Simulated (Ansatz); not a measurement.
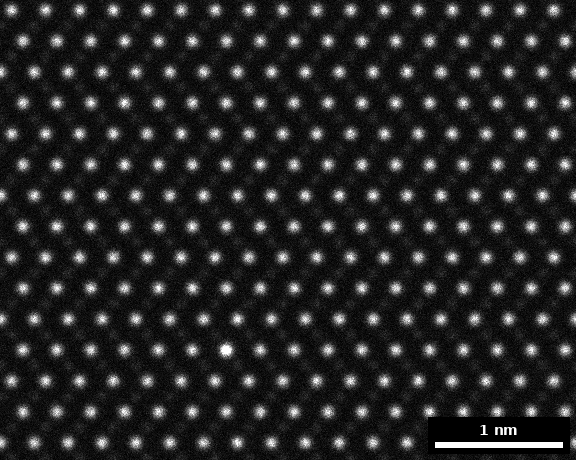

Z-contrast image of TiC (P6_3/mmc, No. 194) along [100]. The image is simulated as a sum over atoms of Z^1.7, blurred by a 0.71 Å probe (no channelling). The probe carries 25 % of its weight in a tail 2.5 times as wide. Shot noise was added.

The sample is 2 repeats (6.2 Å) thick. One point defect was put into the perfect crystal, without relaxing the atoms around it. Brightness is counted from the darkest point of the image. Host structure: coordinates from a relaxation with DFT PBE, scalar-relativistic, plane waves, PAW (Ansatz 0.2.0); the starting structure was generated, so it need not be a known form of this composition.

Q: Where is the defect (in Å from the left and the top edge), and what does its contrast suggest?

A: At about 18 Å from the left and 28 Å from the top. The column is brighter, which points to a heavier atom. The column holds 2 atoms (Ti) through the sample, and one Ti atom is replaced by Zr, so its peak rises to about 190 % of that of its equals.
